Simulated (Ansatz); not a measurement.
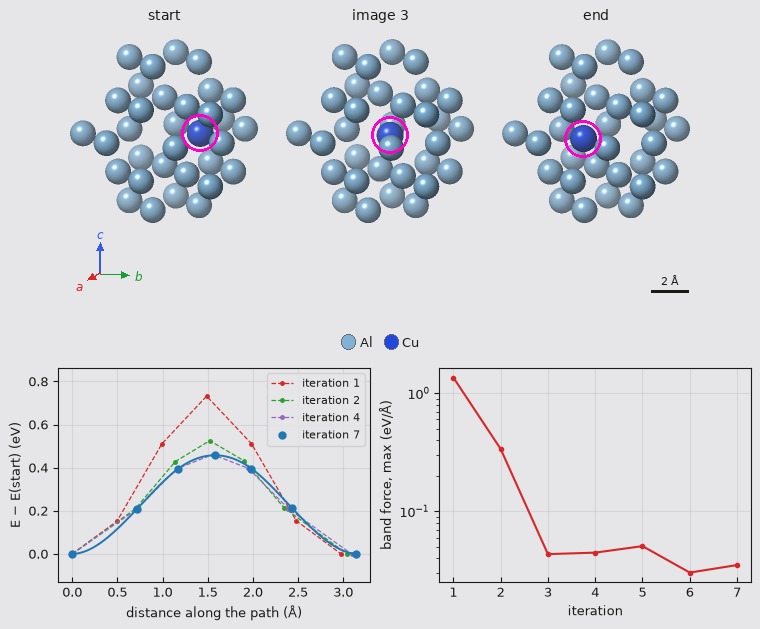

A search for the minimum-energy path of Al with an Al vacancy (31 atoms in the cell) by the nudged elastic band. Images are numbered from 0 (start) to 6 (end). The plot follows the band through its iterations. A spheres-only model of the atoms within 5.1 Å of the middle of the path, seen slightly off an axis. The moving atom is ringed, with any periodic copies.

Theory: DFT PBEsol, scalar-relativistic, plane waves, PAW in Ansatz 0.2.0. Run with plane-wave cutoff 420 eV; k-point mesh 3 × 3 × 3; Gaussian smearing 0.05 eV; 5 movable images; climbing image; force threshold 0.05 eV/Å; iteration limit 34; starting path by straight interpolation.

Question: How did the profile develop, and is the result final?

Answer: The result is final at these settings. The band converged in 7 iterations. The largest component of the band force went from 1.4 to 0.035 eV/Å. The climbing image converged on the top of the path. A check of its curvatures found one unstable direction (−0.77 eV/Å²), as a transition state must have. The first iteration put the highest image at 0.73 eV. The barrier is about 0.46 eV in both directions, with image 3 at the top; the ends have the same energy.

Limits of the set-up: the periodic images lie only 8.1 Å apart, so the values are limited by the cell's size.

The run took 19 min on 4 threads of Arm Neoverse V2, on a shared host, peak memory 4.5 GiB.

PAW datasets: the set soft_1.
